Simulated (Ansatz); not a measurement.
**Energy of P along a strain of the cell**

System: P (1 atom in the cell).
Method: DFT PBEsol, scalar-relativistic, plane waves, PAW, no spin polarisation (Ansatz 0.2.0).

The 6 runs differ only in the geometry, by a strain of the cell at fixed fractional positions. Against run 4, the strain is εxz = 0.5 η. The structure derives from an entry of the Crystallography Open Database.

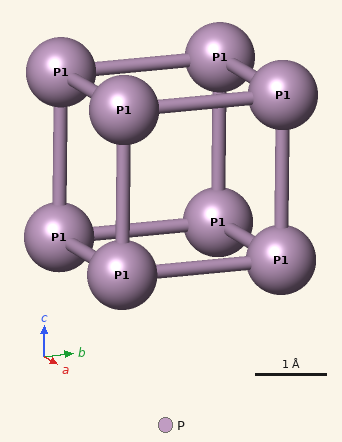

Figure 1. The structure of run 4 (ball-and-stick view of the cell of the calculation, seen slightly off an axis; atoms are numbered from 1 in the order of the input).

**Input of run 4**
```yaml
crystal:
  lattice:
    - [2.4216127201, 0.0, 0.0]
    - [0.0, 2.4216127201, 0.0]
    - [0.0726483816, 0.0, 2.4216127201]
  atoms:
    - { symbol: P, position: [0.0, 0.0, 0.0] }
basis:
  ecutwfc: 420
kpoints:
  mp_grid: { grid: [18, 18, 18] }
hamiltonian:
  xc: pbesol
scf:
  occupations: { method: gaussian, width: 0.1 }
output:
  forces: true
  stress: true
  eigenvalues: true
```

Lattice vectors (Å) and fractional positions of run 4:
```
   2.421613    0.000000    0.000000
   0.000000    2.421613    0.000000
   0.072648    0.000000    2.421613
P   0.000000  0.000000  0.000000
```

Run 2 differs from it as follows:
```diff
-    - [0.0726483816, 0.0, 2.4216127201]
+    - [0.0242161272, 0.0, 2.4216127201]
```

**Results, with one run withheld**

```tsv
run	strain parameter η (%)	free energy per atom, from the lowest run given (meV)	pressure (GPa)
1	−3.0000	0.00	0.00
2	−2.0000	?	?
3	−1.0000	1.22	0.03
4	0.0000	2.52	0.05
5	1.0000	4.21	0.06
6	3.0000	9.01	0.06
```

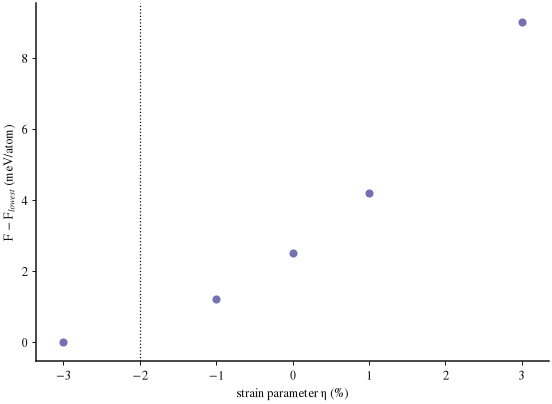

Figure 2. Free energy per atom of the runs given; the dotted line marks run 2.

What should run 2 give?

A cubic polynomial in the coordinate, fitted to the 5 runs given, misses them by at most 0.02 meV per atom. With x = η − 0.0000, it reads F = 2.5025 + 1.4942 x + 0.22238 x² + 0.00083333 x³ (meV per atom). At run 2 it gives 0.40 meV per atom, and the run itself gives 0.33. The fit has no minimum inside this range.

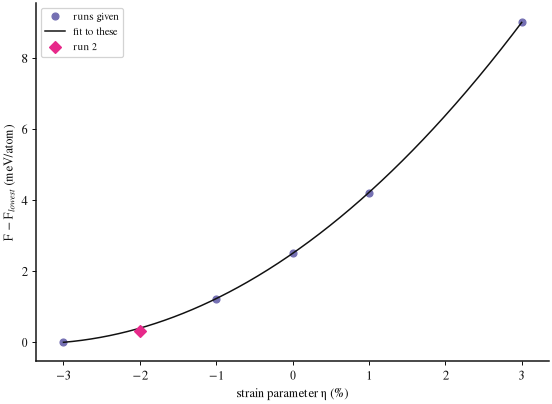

Figure 3. The fit and the withheld run.

**Output, shortened to warnings, some set-up lines, iterations and results (run 2)**
```
Basis set: ecut = 420 eV, 257 PW (Γ), exchange–correlation on 36×36×36 points (8 copies of the dense FFT grid, shifted against one another)
Symmetry: 4 space group operations
k-points: 1640 of 5832
Initial density: superposition of atomic densities (neutral atoms: chi_scale 0, normalization atom), corrected by the library's trained network
[...]
SCF iter   1: F=—  HF=-740.052242 eV  |F-HF|=—  |Δ(HF+E_count)|=         —  Δρ=1.26e-3  dr2=8.37e-5  ethr=1.77e-3  ⟨swp⟩=6.0  Hψ=106004  notcnv=0
SCF iter   2: F=—  HF=-740.052269 eV  |F-HF|=—  |Δ(HF+E_count)|=   2.68e-5  Δρ=6.94e-4  dr2=3.51e-5  ethr=1.67e-6  ⟨swp⟩=2.2  Hψ=28414  notcnv=0
SCF iter   3: F=—  HF=-740.052290 eV  |F-HF|=—  |Δ(HF+E_count)|=   2.07e-5  Δρ=2.34e-4  dr2=9.25e-6  ethr=7.01e-7  ⟨swp⟩=2.0  Hψ=14947  notcnv=0
SCF iter   4: F=—  HF=-740.052286 eV  |F-HF|=—  |Δ(HF+E_count)|=   3.90e-6  Δρ=7.91e-5  dr2=1.01e-6  ethr=1.85e-7  ⟨swp⟩=2.0  Hψ=14869  notcnv=0
SCF iter   5: F=-740.052286 eV  HF=-740.052286 eV  |F-HF|=1.30e-8  |Δ(HF+E_count)|=   4.89e-7  Δρ=1.14e-5  dr2=2.35e-8  ethr=2.02e-8  ⟨swp⟩=2.2  Hψ=14896  notcnv=0
SCF iter   6: F=-740.052286 eV  HF=-740.052286 eV  |F-HF|=1.60e-9  |Δ(HF+E_count)|=   8.25e-9  Δρ=4.00e-6  dr2=2.91e-9  ethr=4.70e-10  ⟨swp⟩=3.1  Hψ=55425  notcnv=0
SCF 1 converged in 6 iterations: F = -740.052286 eV  dr2 = 2.91e-9
SCF converged after 6 iterations
Free energy (F): -740.052286 eV
Harris-Foulkes:  -740.052286 eV  (|F-HF|=1.60e-9)
Internal energy: -740.050096 eV  (E = F + TS)
E sigma→0 (E₀):  -740.051191 eV
Entropy (-TS):   -0.002190 eV (-2.190 meV/atom)
Fermi energy:    11.265230 eV
--- Per-component energies (eV) ---
  E_band       = 22.562302
  E_kinetic    = 72.066975
  E_local      = -24.094447  (includes V_loc(G=0)·N_el)
  E_nonlocal   = 33.476882
  E_hartree    = 5.374363
  E_xc         = -62.027662
  E_vxc        = -62.086948  (∫ρ·V_xc dr)
  E_paw        = -553.998163  (= ΣΔE_a)
  E_vpaw       = -7.549115  (= ΣTr[D̂ρ^β])
  E_aug_tail   = 0.000003  (compensation charges beyond the density's cutoff)
  E_ewald      = -210.894143
  E_core_change = 0.046096  (= ΣΔE_core)
  E_smearing   = -0.002190  (= −TS)
  E_closure    = 0.000000  (closes the sum)
  Σ components = -740.052286   (vs F -740.052286, Δ=0.00e0)
--- Forces (eV/Å), atoms counted from 1 ---
  atom   1  P      0.00000000     0.00000000     0.00000000
  max |Σ_I F_I| component: 0.00e0 eV/Å
--- Stress (GPa, compression-positive) ---
       -0.019628       0.000000      -0.719317
        0.000000       0.064025       0.000000
       -0.719317       0.000000      -0.011037
  P = ⅓ Tr σ = 0.0111 GPa (0.111 kbar)
```
